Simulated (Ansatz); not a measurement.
## SnO: geometry relaxation

SnO (P4/nmm, 4 atoms in the cell), computed with DFT, PBE, dispersion d3bj, plane waves, PAW, no spin polarisation (Ansatz 0.2.0).

The structure derives from an entry of the Crystallography Open Database. Figures and captions count atoms from 1; the log counts them from 0 in places.

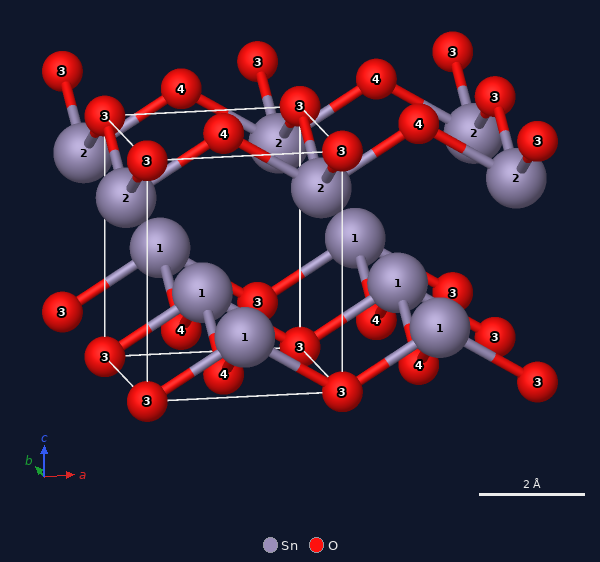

Figure 1. The starting structure (ball-and-stick view of the cell of the calculation, repeated 2 × 2 × 1, seen slightly off an axis; atoms are numbered from 1 in the order of the input).

## Input file
```yaml
crystal:
  lattice:
    - [3.8246798673, 0.0, 0.0]
    - [0.0, 3.8246798673, 0.0]
    - [0.0, 0.0, 4.7371257813]
  atoms:
    - { symbol: Sn, position: [0.5, 0.0, 0.246248615] }
    - { symbol: Sn, position: [0.0, 0.5, 0.753751385] }
    - { symbol: O, position: [0.0, 0.0, 0.0] }
    - { symbol: O, position: [0.5, 0.5, 0.0] }
basis:
  ecutwfc: 420
kpoints:
  mp_grid: { grid: [4, 4, 4] }
hamiltonian:
  xc: pbe
  dispersion: d3bj
scf:
  occupations: { method: gaussian, width: 0.1 }
output:
  forces: true
  stress: true
  eigenvalues: true
  write_density: true
  write_potential: true
  elf: true
  volumetric_format: npy
relax:
  adjacent_minimum: "off"
  f_tol: 0.005
  max_steps: 80
  cell: { stress_tol: 0.05 }
```

Launch command:
```bash
ansatz run input.yaml --threads 1 --pin off --max-ram 2560MiB --backend cpu --events-out ev --progress --plain --runs-dir out
```

## Log
```
Engine: ansatz 0.2.0, aarch64-unknown-linux-gnu
Pseudopotentials: kind: paw
Pseudopotential: Sn, paw, valence charge 14, recommended cutoff 420 eV (normal), Sn.paw.azcp
Pseudopotential: O, paw, valence charge 6, recommended cutoff 420 eV (normal), O.paw.azcp
Functional definition: PBE
  parameter kappa = 0.804
  parameter beta = 0.06672455060314922
  exchange = pbe_x(kappa = kappa, mu = beta*pi^2/3)
  correlation = pbe_c(beta = beta)
Crystal: 4 atoms, lattice volume = 69.296 Å³
Basis set: ecut = 420 eV, 1343 PW (Γ), exchange–correlation on 54×54×64 points (8 copies of the dense FFT grid, shifted against one another)
Bands: 24, of which v1, the nominal top of the filled ones, is band 20 counted from 1 (19 counted from 0)
Symmetry: 16 space group operations
Space group: P4/nmm (ITA 129), of the structure as read, at distance tolerance 4.1e-5 Å
k-points: 18 of 64
Non-local potential: Sn, projectors of the file, l = 0: 2, l = 1: 2, l = 2: 2, l = 3: 2
Non-local potential: O, projectors of the file, l = 0: 2, l = 1: 2, l = 2: 1
PAW form: soft (Blöchl's): semilocal exchange-correlation on the pseudo side does not see the compensation charge
PAW one-centre angular grid: Sn, 590 points (default); XC on 64 Gauss nodes
PAW one-centre angular grid: O, 110 points (default); XC on 64 Gauss nodes
Initial density: superposition of atomic densities (neutral atoms: chi_scale 0, normalization atom), corrected by the library's trained network
Initial wavefunctions: pseudopotential atomic-orbital guess
Functional: x = pbe(κ = 0.804, μ = 0.2195149727645171), c = pbe(β = 0.06672455060314922)
SCF iter   1: F=—  HF=-13184.304790 eV  |F-HF|=—  |Δ(HF+E_count)|=         —  Δρ=2.49e-3  dr2=1.47e-3  ethr=1.77e-3  ⟨swp⟩=5.6  Hψ=1990  notcnv=0
preconditioner: auto → Resta (q_TF=auto, 2.490 Å⁻¹)  ε∞=3.4  [insulator: Δε(μ)=0.424 eV  Ē_g=18.044 eV  σ=0.100 eV  W_gap=0.52  n_scr=18 (ndim 8)  ℏωp=28.2 eV  f_vac=0.013  D(μ)=0.38/eV (n_scr^D=0)  ε∞_Penn≈3.4]
SCF iter   2: F=—  HF=-13184.304084 eV  |F-HF|=—  |Δ(HF+E_count)|=   7.06e-4  Δρ=1.25e-3  dr2=5.27e-4  ethr=3.67e-6  ⟨swp⟩=2.0  Hψ=914  notcnv=0
SCF iter   3: F=—  HF=-13184.304235 eV  |F-HF|=—  |Δ(HF+E_count)|=   1.52e-4  Δρ=6.43e-4  dr2=1.35e-4  ethr=1.32e-6  ⟨swp⟩=2.5  Hψ=699  notcnv=0
SCF iter   4: F=—  HF=-13184.304342 eV  |F-HF|=—  |Δ(HF+E_count)|=   1.07e-4  Δρ=1.50e-4  dr2=9.87e-6  ethr=3.36e-7  ⟨swp⟩=2.9  Hψ=805  notcnv=0
SCF iter   5: F=—  HF=-13184.304311 eV  |F-HF|=—  |Δ(HF+E_count)|=   3.14e-5  Δρ=7.56e-5  dr2=3.22e-6  ethr=2.47e-8  ⟨swp⟩=2.0  Hψ=684  notcnv=0
SCF iter   6: F=—  HF=-13184.304313 eV  |F-HF|=—  |Δ(HF+E_count)|=   2.12e-6  Δρ=2.46e-5  dr2=3.33e-7  ethr=8.05e-9  ⟨swp⟩=2.0  Hψ=791  notcnv=0
SCF iter   7: F=-13184.304312 eV  HF=-13184.304313 eV  |F-HF|=4.01e-8  |Δ(HF+E_count)|=   1.02e-7  Δρ=8.04e-6  dr2=3.81e-8  ethr=2.50e-10  ⟨swp⟩=9.6  Hψ=3135  notcnv=0
SCF 1 converged in 7 iterations: F = -13184.304312 eV  dr2 = 3.81e-8
  greatest PAW one-centre occupation: 0.993 electrons in one spin orbital (limit 2), on the Sn atom at site 1 (counted from 0), in its partial waves of l = 2
relax step   1: F+E_penalty+E_count = -13184.30431248 eV  Δ(F+E_penalty+E_count) = +0.000e0 eV  max|allowed force component| = 3.006e-3 eV/Å  Δτ_max = 0.0000 Å  P = +0.028 GPa  Ω = 69.296 Å³  (7 SCF iters, dr2 threshold 1.00e-7 eV, accepted)
Crystal: 4 atoms, lattice volume = 69.362 Å³
Initial density: handed on by an earlier stage of this run
Initial wavefunctions: those handed on with the density
iter 1 solved again at ethr=3.84e-8 eV; its pass at ethr=3.10e-3 eV (dr2=1.54e-5 eV) is discarded
SCF iter   1: F=—  HF=-13184.304140 eV  |F-HF|=—  |Δ(HF+E_count)|=         —  Δρ=1.81e-4  dr2=1.62e-5  ethr=3.84e-8  ⟨swp⟩=2.0  Hψ=2337  notcnv=0
preconditioner: auto → Resta (q_TF=auto, 2.489 Å⁻¹)  ε∞=3.4  [insulator: Δε(μ)=0.439 eV  Ē_g=18.053 eV  σ=0.100 eV  W_gap=0.53  n_scr=18 (ndim 8)  ℏωp=28.2 eV  f_vac=0.012  D(μ)=0.41/eV (n_scr^D=0)  ε∞_Penn≈3.4]
SCF iter   2: F=—  HF=-13184.304114 eV  |F-HF|=—  |Δ(HF+E_count)|=   2.59e-5  Δρ=8.05e-5  dr2=2.44e-6  ethr=3.84e-8  ⟨swp⟩=2.6  Hψ=751  notcnv=0
SCF iter   3: F=—  HF=-13184.304115 eV  |F-HF|=—  |Δ(HF+E_count)|=   1.92e-7  Δρ=3.41e-5  dr2=6.65e-7  ethr=6.11e-9  ⟨swp⟩=2.7  Hψ=749  notcnv=0
SCF iter   4: F=—  HF=-13184.304115 eV  |F-HF|=—  |Δ(HF+E_count)|=   7.71e-8  Δρ=9.40e-6  dr2=5.47e-8  ethr=1.66e-9  ⟨swp⟩=2.1  Hψ=567  notcnv=0
SCF iter   5: F=-13184.304115 eV  HF=-13184.304115 eV  |F-HF|=2.10e-9  |Δ(HF+E_count)|=   1.82e-8  Δρ=2.58e-6  dr2=4.37e-9  ethr=1.76e-11  ⟨swp⟩=6.7  Hψ=2653  notcnv=0
SCF 2 converged in 5 iterations: F = -13184.304115 eV  dr2 = 4.37e-9
relax step   2: F+E_penalty+E_count = -13184.30411456 eV  Δ(F+E_penalty+E_count) = +1.979e-4 eV  max|allowed force component| = 1.106e-2 eV/Å  Δτ_max = 0.0013 Å  P = +0.012 GPa  Ω = 69.362 Å³  energy of the carried Pulay correction = -1.991e-4 eV  (5 SCF iters, dr2 threshold 7.03e-9 eV, accepted)
Crystal: 4 atoms, lattice volume = 69.331 Å³
iter 1 solved again at ethr=1.91e-8 eV; its pass at ethr=3.10e-3 eV (dr2=7.64e-6 eV) is discarded
SCF iter   1: F=—  HF=-13184.304243 eV  |F-HF|=—  |Δ(HF+E_count)|=         —  Δρ=1.28e-4  dr2=7.46e-6  ethr=1.91e-8  ⟨swp⟩=2.5  Hψ=2331  notcnv=0
preconditioner: auto → Resta (q_TF=auto, 2.489 Å⁻¹)  ε∞=3.4  [insulator: Δε(μ)=0.433 eV  Ē_g=18.049 eV  σ=0.100 eV  W_gap=0.53  n_scr=18 (ndim 8)  ℏωp=28.2 eV  f_vac=0.013  D(μ)=0.40/eV (n_scr^D=0)  ε∞_Penn≈3.4]
SCF iter   2: F=—  HF=-13184.304212 eV  |F-HF|=—  |Δ(HF+E_count)|=   3.12e-5  Δρ=5.53e-5  dr2=1.21e-6  ethr=1.86e-8  ⟨swp⟩=3.0  Hψ=805  notcnv=0
SCF iter   3: F=—  HF=-13184.304212 eV  |F-HF|=—  |Δ(HF+E_count)|=   2.64e-7  Δρ=2.84e-5  dr2=3.64e-7  ethr=3.02e-9  ⟨swp⟩=2.7  Hψ=742  notcnv=0
SCF iter   4: F=—  HF=-13184.304211 eV  |F-HF|=—  |Δ(HF+E_count)|=   6.88e-8  Δρ=5.90e-6  dr2=2.80e-8  ethr=9.09e-10  ⟨swp⟩=2.1  Hψ=573  notcnv=0
SCF iter   5: F=-13184.304211 eV  HF=-13184.304211 eV  |F-HF|=5.86e-10  |Δ(HF+E_count)|=   1.09e-9  Δρ=1.39e-6  dr2=1.50e-9  ethr=1.91e-11  ⟨swp⟩=7.9  Hψ=2487  notcnv=0
SCF 3 converged in 5 iterations: F = -13184.304211 eV  dr2 = 1.50e-9
relax step   3: F+E_penalty+E_count = -13184.30421146 eV  Δ(F+E_penalty+E_count) = -9.690e-5 eV  max|allowed force component| = 4.194e-3 eV/Å  Δτ_max = 0.0012 Å  P = -0.023 GPa  Ω = 69.331 Å³  energy of the carried Pulay correction = -1.107e-4 eV  (5 SCF iters, dr2 threshold 7.64e-9 eV, accepted)
Initial wavefunctions: pseudopotential atomic-orbital guess (no wavefunctions were taken with the density)
iter 1 solved again at ethr=2.08e-7 eV; its pass at ethr=3.10e-3 eV (dr2=8.31e-5 eV) is discarded
SCF iter   1: F=—  HF=-13184.304330 eV  |F-HF|=—  |Δ(HF+E_count)|=         —  Δρ=6.02e-6  dr2=1.22e-8  ethr=2.08e-7  ⟨swp⟩=2.7  Hψ=3016  notcnv=0
eigensolver tolerance schedule: the retry pair's looser diagonalisation over-reported the residual by 6792.73 of it (diagonalisation noise at 0.84 of the residual, at the tolerance the schedule requests for it); recorded, not acted on — ethr = c·dr2/N_el stays at c = 1.0e-1
preconditioner: auto → Resta (q_TF=auto, 2.489 Å⁻¹)  ε∞=3.4  [insulator: Δε(μ)=0.434 eV  Ē_g=18.050 eV  σ=0.100 eV  W_gap=0.53  n_scr=18 (ndim 8)  ℏωp=28.2 eV  f_vac=0.012  D(μ)=0.40/eV (n_scr^D=0)  ε∞_Penn≈3.4]
SCF iter   2: F=—  HF=-13184.304305 eV  |F-HF|=—  |Δ(HF+E_count)|=   2.55e-5  Δρ=6.00e-6  dr2=1.78e-8  ethr=3.06e-11  ⟨swp⟩=3.8  Hψ=1090  notcnv=0
SCF iter   3: F=—  HF=-13184.304305 eV  |F-HF|=—  |Δ(HF+E_count)|=   1.58e-9  Δρ=2.55e-6  dr2=2.28e-9  ethr=3.06e-11  ⟨swp⟩=2.0  Hψ=547  notcnv=0
SCF iter   4: F=—  HF=-13184.304305 eV  |F-HF|=—  |Δ(HF+E_count)|=   2.55e-9  Δρ=1.05e-6  dr2=7.72e-10  ethr=5.69e-12  ⟨swp⟩=2.0  Hψ=614  notcnv=0
SCF iter   5: F=—  HF=-13184.304305 eV  |F-HF|=—  |Δ(HF+E_count)|=  4.37e-11  Δρ=4.32e-7  dr2=1.32e-10  ethr=1.93e-12  ⟨swp⟩=1.9  Hψ=501  notcnv=0
SCF iter   6: F=-13184.304305 eV  HF=-13184.304305 eV  |F-HF|=1.27e-11  |Δ(HF+E_count)|=  3.64e-12  Δρ=1.54e-7  dr2=1.64e-11  ethr=1.00e-12  ⟨swp⟩=5.4  Hψ=1984  notcnv=0
SCF 4 converged in 6 iterations: F = -13184.304305 eV  dr2 = 1.64e-11
relax step   4: F+E_penalty+E_count = -13184.30430473 eV  Δ(F+E_penalty+E_count) = -9.327e-5 eV  max|allowed force component| = 4.173e-3 eV/Å  Δτ_max = 0.0000 Å  P = -0.022 GPa  Ω = 69.331 Å³  stress off target by 2.41e-2 GPa  SCF on the basis re-selected at this cell (its energy is not comparable with the rows above)  (6 SCF iters)
```

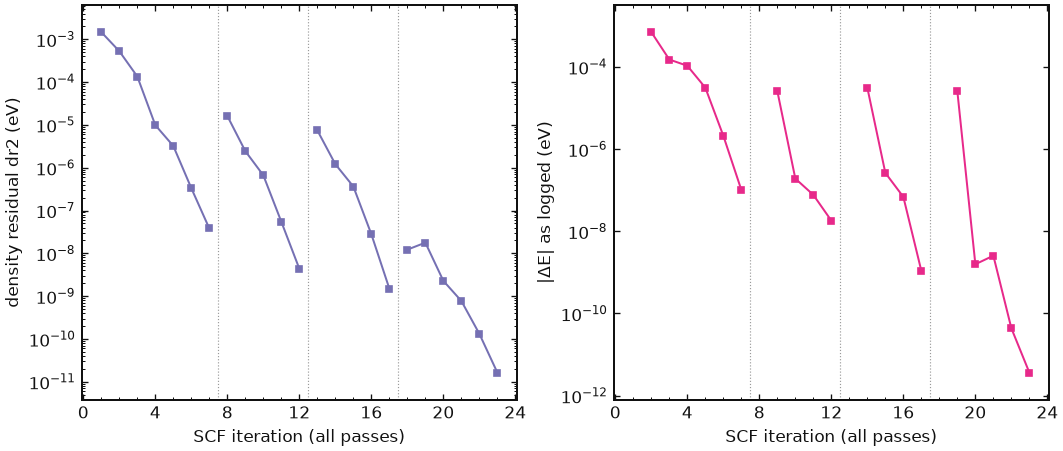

Figure 2. Convergence of the self-consistent field: density residual dr2 and size of the energy change against the SCF iteration. The dotted lines part the SCF passes of the relaxation: geometry steps, rejected trials and re-solves on a re-selected basis. The passes take 7, 5, 5 and 6 iterations.

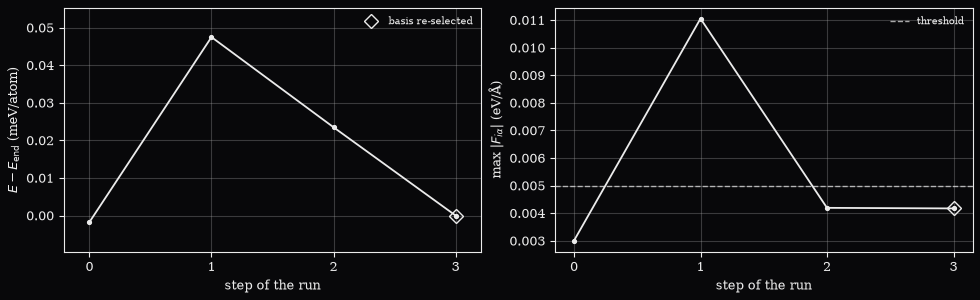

Figure 3. Progress of the relaxation, step by step (the first geometry is step 0 here and step 1 in the log). Over 2 geometry steps the energy rises by next to nothing (0.0 meV per atom). Largest force component: 0.003 eV/Å at the start, 0.0042 eV/Å at the end. The pressure goes from 0.03 to −0.02 GPa. The atoms keep their places relative to the cell (all moves are under 0.005 Å). The volume changes by +0.1 %, with a = b 3.825 → 3.826 Å (0.0 %), c 4.737 → 4.735 Å (0.0 %). The space group stays P4/nmm (No. 129). A last SCF at the same geometry on a re-selected plane-wave basis shifts the energy by next to nothing (0.0 meV per atom). (Atoms are counted from 1 in the order of the input.)

```
basis re-selected at this cell: Δ(F+E_penalty+E_count) = -9.327e-5 eV, ΔP = +0.001 GPa vs the last step (what re-selecting the basis moved, of the pressure what is left beyond the Pulay correction that the steps carried, after the strain that the cell walked since its last selection, with what the two solves' SCF thresholds leave and, on support functions, any second-order correction that the steps lacked; it is no measure of the basis error at this ecutwfc). This SCF's stress stands 2.41e-2 GPa from its target on what of the cell is left free (relax.cell.stress_tol is 5.00e-2 GPa) and its largest allowed force component is 4.17e-3 eV/Å (relax.f_tol is 5.00e-3 eV/Å): within both
SCF converged after 6 iterations
Free energy (F): -13184.304305 eV
Harris-Foulkes:  -13184.304305 eV  (|F-HF|=1.27e-11)
Internal energy: -13184.302313 eV  (E = F + TS)
E sigma→0 (E₀):  -13184.303309 eV
Entropy (-TS):   -0.001992 eV (-0.498 meV/atom)
Fermi energy:    9.973788 eV
--- Per-component energies (eV) ---
  E_band       = -178.381698
  E_kinetic    = 723.568158
  E_local      = -2572.112541  (includes V_loc(G=0)·N_el)
  E_nonlocal   = 32.112793
  E_hartree    = 1400.465449
  E_xc         = -912.811672
  E_vxc        = -380.479475  (∫ρ·V_xc dr)
  E_paw        = -8589.244086  (= ΣΔE_a)
  E_vpaw       = -782.406389  (= ΣTr[D̂ρ^β])
  E_aug_tail   = 0.004783  (compensation charges beyond the density's cutoff)
  E_ewald      = -3265.335245
  E_disp       = -0.949951  (pairwise vdW)
  E_smearing   = -0.001992  (= −TS)
  E_closure    = -0.000000  (closes the sum)
  Σ components = -13184.304305   (vs F -13184.304305, Δ=0.00e0)
--- Forces (eV/Å), atoms counted from 1 ---
  atom   1  Sn     0.00000000     0.00000000    -0.00417279
  atom   2  Sn     0.00000000     0.00000000     0.00417279
  atom   3  O      0.00000000     0.00000000    -0.00000000
  atom   4  O      0.00000000     0.00000000     0.00000000
  max |Σ_I F_I| component: 1.67e-16 eV/Å
--- Stress (GPa, compression-positive) ---
       -0.024081       0.000000       0.000000
        0.000000      -0.024081       0.000000
        0.000000       0.000000      -0.018453
  P = ⅓ Tr σ = -0.0222 GPa (-0.222 kbar)
--- Band table (eV; the first three rows and the last of 18) ---
  k-point 0: bands = ["-11.8870", "-11.4928", "-11.4928", "-11.4873", "-11.4567", "-11.4439", "-11.3974", "-11.3848", "-11.3658", "-11.3658", "-9.9618", "-7.4280", "2.6320", "3.2180", "3.9658", "3.9658", "6.6996", "7.0287", "7.0287", "10.0893", "12.3194", "14.5319", "14.5319", "14.8728"]
  k-point 1: bands = ["-11.8757", "-11.4985", "-11.4775", "-11.4775", "-11.4484", "-11.4347", "-11.4058", "-11.3927", "-11.3831", "-11.3831", "-9.9391", "-7.4287", "1.3893", "4.0366", "4.0366", "5.0964", "6.6553", "7.0208", "7.0208", "9.5402", "11.8372", "13.4340", "13.4340", "14.4383"]
  k-point 2: bands = ["-11.8637", "-11.5104", "-11.4519", "-11.4519", "-11.4323", "-11.4218", "-11.4149", "-11.4113", "-11.4108", "-11.4108", "-9.9162", "-7.4293", "0.8479", "4.1110", "4.1110", "6.6130", "7.0099", "7.0099", "7.1209", "7.9286", "11.8820", "12.8238", "12.8238", "13.6296"]
  k-point 17: bands = ["-11.7948", "-11.7948", "-11.4612", "-11.4612", "-11.4303", "-11.4303", "-11.4114", "-11.4114", "-11.3705", "-11.3705", "-8.2759", "-8.2759", "1.2968", "1.2968", "4.5508", "4.5508", "7.2624", "7.2624", "7.6738", "7.6738", "12.3428", "12.3428", "14.3539", "14.3539"]
--- Relaxed structure (3 steps of the walk, 3 accepted, 1 SCFs on fresh bases) ---
  F+E_penalty+E_count = -13184.30430473 eV   max|allowed force component| = 4.173e-3 eV/Å   (the final SCF, on the basis selected at the relaxed cell)
  cell:  # Å, volume = 69.3308 Å³
    - [3.8264418414864743, 0.0, 0.0]
    - [0.0, 3.8264418414864743, 0.0]
    - [0.0, 0.0, 4.735171437269947]
  atoms:
    - { symbol: Sn, position: [0.5, -2.4587560613842805e-38, 0.24622555978508673] }
    - { symbol: Sn, position: [2.9505072736611366e-37, 0.5, 0.7537744402149134] }
    - { symbol: O, position: [-2.9505072736611366e-37, 2.4587560613842805e-38, 1.1443670936134278e-20] }
    - { symbol: O, position: [0.5, 0.5, 1.1443670936134284e-20] }
```

## Trajectory as extended XYZ (Å, eV, eV/Å), 4 frames, from step=1 to step=4
```
4
Lattice="3.8247 0.0000 0.0000 0.0000 3.8247 0.0000 0.0000 0.0000 4.7371" Properties=species:S:1:pos:R:3:forces:R:3 step=1 energy=-13184.30431 pressure_GPa=0.03
Sn    1.9123    0.0000    1.1665    0.0000   0.0000  -0.0030
Sn    0.0000    1.9123    3.5706    0.0000   0.0000   0.0030
O     0.0000    0.0000    0.0000    0.0000   0.0000   0.0000
O     1.9123    1.9123    0.0000    0.0000   0.0000   0.0000
4
Lattice="3.8268 0.0000 0.0000 0.0000 3.8268 0.0000 0.0000 0.0000 4.7364" Properties=species:S:1:pos:R:3:forces:R:3 step=2 energy=-13184.30412 pressure_GPa=0.01
Sn    1.9134    0.0000    1.1650    0.0000   0.0000   0.0111
Sn    0.0000    1.9134    3.5714    0.0000   0.0000  -0.0111
O     0.0000    0.0000    0.0000    0.0000   0.0000   0.0000
O     1.9134    1.9134    0.0000    0.0000   0.0000   0.0000
4
Lattice="3.8264 0.0000 0.0000 0.0000 3.8264 0.0000 0.0000 0.0000 4.7352" Properties=species:S:1:pos:R:3:forces:R:3 step=3 energy=-13184.30421 pressure_GPa=-0.02
Sn    1.9132    0.0000    1.1659    0.0000   0.0000  -0.0042
Sn    0.0000    1.9132    3.5693    0.0000   0.0000   0.0042
O     0.0000    0.0000    0.0000    0.0000   0.0000   0.0000
O     1.9132    1.9132    0.0000    0.0000   0.0000   0.0000
4
Lattice="3.8264 0.0000 0.0000 0.0000 3.8264 0.0000 0.0000 0.0000 4.7352" Properties=species:S:1:pos:R:3:forces:R:3 step=4 energy=-13184.30430 pressure_GPa=-0.02
Sn    1.9132    0.0000    1.1659    0.0000   0.0000  -0.0042
Sn    0.0000    1.9132    3.5693    0.0000   0.0000   0.0042
O     0.0000    0.0000    0.0000    0.0000   0.0000   0.0000
O     1.9132    1.9132    0.0000    0.0000   0.0000   0.0000
```

## Results in brief

| quantity | value |
| --- | --- |
| outcome | converged |
| space group (tolerance 0.01 Å) | P4/nmm (129) |
| electrons treated | 40 |
| free energy | −13184.3043 eV |
| Fermi energy | 9.974 eV |
| gap on the k-point mesh | none (metallic) |
| pressure | −0.02 GPa |
| final volume | 69.33 Å³ |
| largest force (length of the vector) at the end | 0.004 eV/Å |
| final cell | a = 3.826 Å, b = 3.826 Å, c = 4.735 Å, α = 90.00°, β = 90.00°, γ = 90.00° |
| hardware | 1 thread of Arm Neoverse V1, 24 GiB of memory available, shared host |
| wall time | 8.8 s |
| peak memory | 0.33 GiB |

## Notes

These settings are looser than, or depart from, a standard set-up, so the numbers are not reference values for this system.
